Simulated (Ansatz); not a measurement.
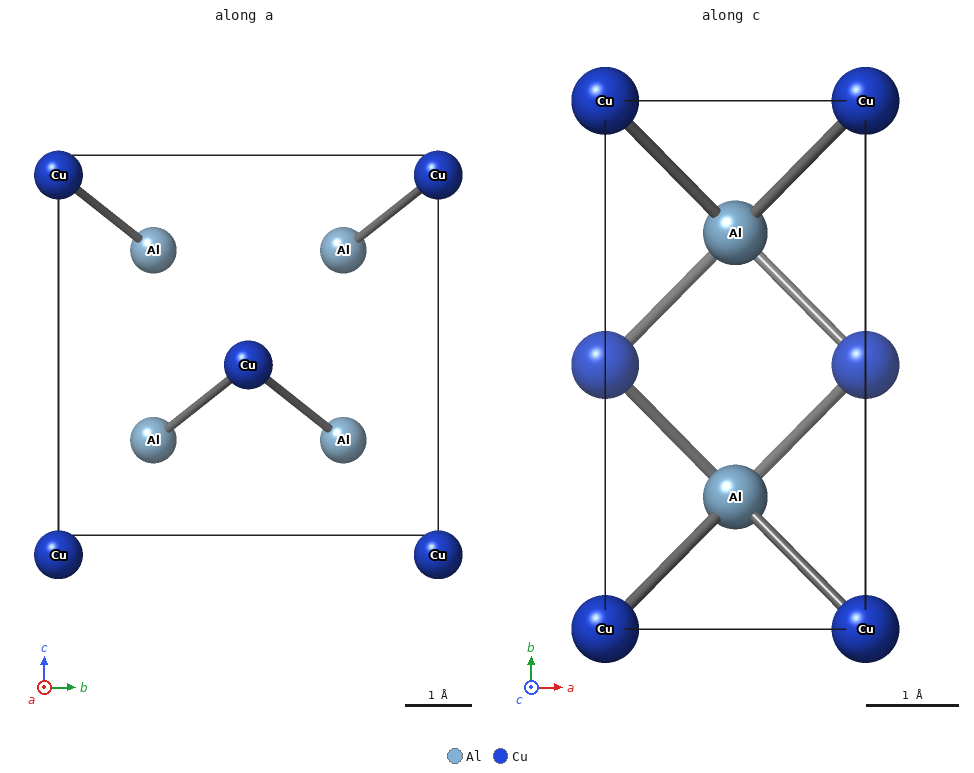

The structure above is drawn in ball-and-stick style and viewed along the a axis and along the c axis. Lines trace the edges of the conventional unit cell.

Al$_{2}$Cu, space group Amm2 (No. 38), a = 2.85 Å, b = 5.78 Å, c = 5.78 Å, α = 90.00°, β = 90.00°, γ = 90.00°.

Results below were computed with DFT PBEsol, scalar-relativistic, plane waves, PAW (Ansatz); the settings were plane-wave cutoff 420 eV, k-points about 0.14 Å⁻¹ apart, Gaussian smearing of 0.15 eV, no spin polarisation.

Question: What is the electronic character?

Answer: A metal: bands cross the Fermi level.

Question: What is the pressure at this volume?

Answer: The computed pressure is 3.2 GPa (compressed: it would expand). The stress isn't hydrostatic: its largest component is 3.8 GPa.

Its origin is a structure listed in the Materials Project. The cell was then strained or its atoms displaced on purpose. It was run through Ansatz as a DFT input.

At this level of theory the run's own cell isn't at rest (forces up to 2.0 eV/Å), so its distances can differ from those at equilibrium, the more so the softer the solid.
